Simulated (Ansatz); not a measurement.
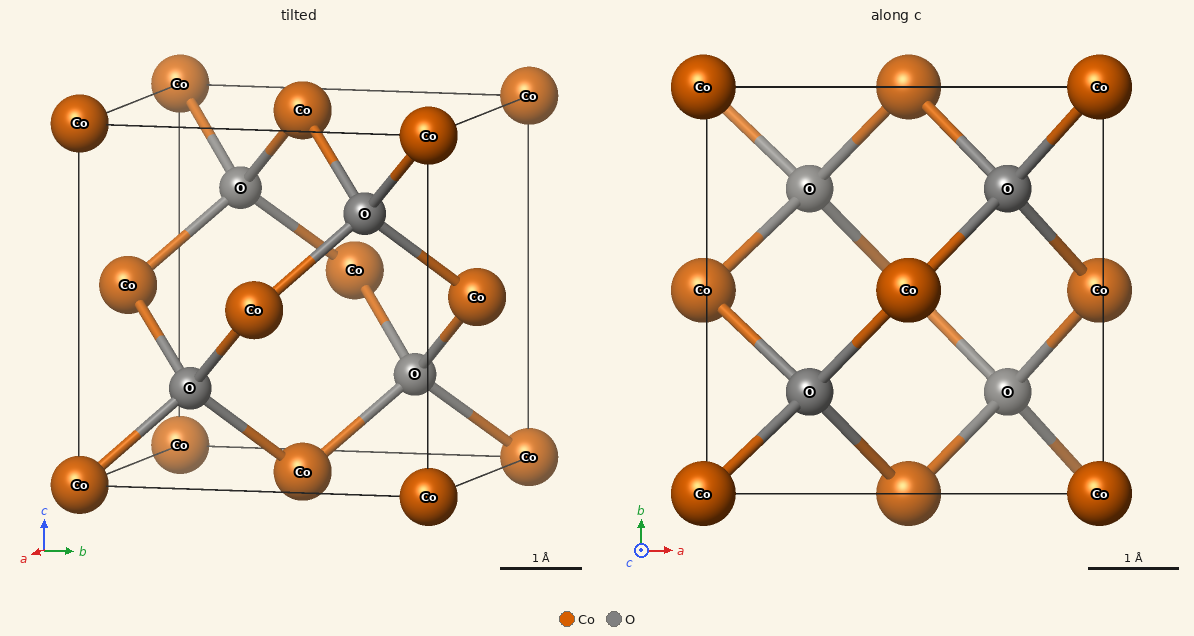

Drawn in the ball-and-stick manner and seen slightly off an axis and along the c axis. Atoms at the boundary of the drawn cell (a repeat of the simulation cell) (the box) are drawn once for each face, edge or corner they touch. Cell: a = 4.42 Å, b = 4.53 Å, c = 4.53 Å, α = 90.00°, β = 90.00°, γ = 90.00°.

The model was built from a structure type filled with these elements by a generator (whether the compound takes this form wasn't checked). The cell was then strained or its atoms displaced on purpose. A calculation with Ansatz used it as input.

Give a description of the structure.

Answer. Its composition is CoO. Strictly the space group is Pmm2 (No. 25, within 0.01 Å). It is a distorted form of a face-centred cubic structure, space group F-43m (No. 216) within 0.25 Å: zinc blende (sphalerite type). The cell has 8 atoms, namely 4 Co, 4 O. Each Co atom is coordinated by four O in a tetrahedral arrangement at about 1.9 to 2.0 Å. The coordination shell of O holds four Co in a tetrahedral arrangement at about 1.9 to 2.0 Å. The bonds build a three-dimensional framework.

Electronic-structure method: DFT PBE, scalar-relativistic, plane waves, PAW (Ansatz). Parameters: a plane-wave cutoff of 420 eV, k-points about 0.33 Å⁻¹ apart, Gaussian smearing of 0.05 eV, collinear spins.

Which atoms carry magnetic moments in this run, and how do they order?

Answer. The state reached is antiferromagnetic. Sizes: Co 2.0 μB; net moment 0.0 μB in the run's cell of 4 atoms.

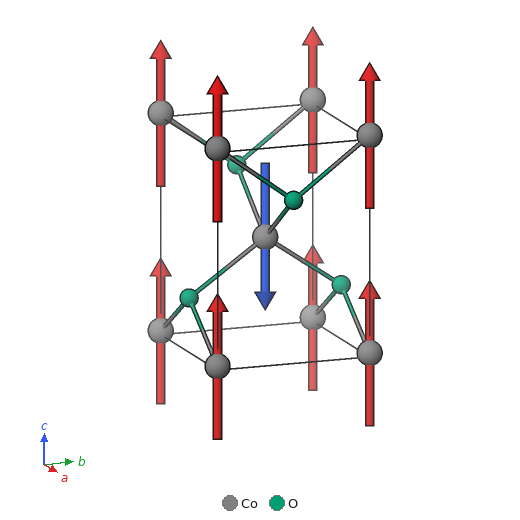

Site moments above 0.25 μB as arrows, small induced ones on non-metal atoms left out (red along the largest or up, blue against, purple across). The run's cell of 4 atoms is drawn in a reduced setting, so axes and origin can differ from the first picture.

Classify it as metallic or gapped, with the value.

Answer. A metal: bands cross the Fermi level.

Do the forces and the stress vanish for this geometry?

Answer. No. The largest force is 0.76 eV/Å, on Co. The pressure is 0.0 GPa, close to zero. The stress isn't hydrostatic: its largest component is 2.5 GPa.

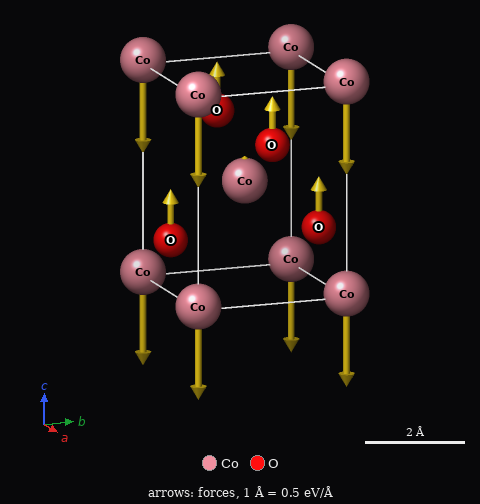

The forces as arrows. The run's cell of 4 atoms is drawn in a reduced setting, so axes and origin can differ from the first picture.
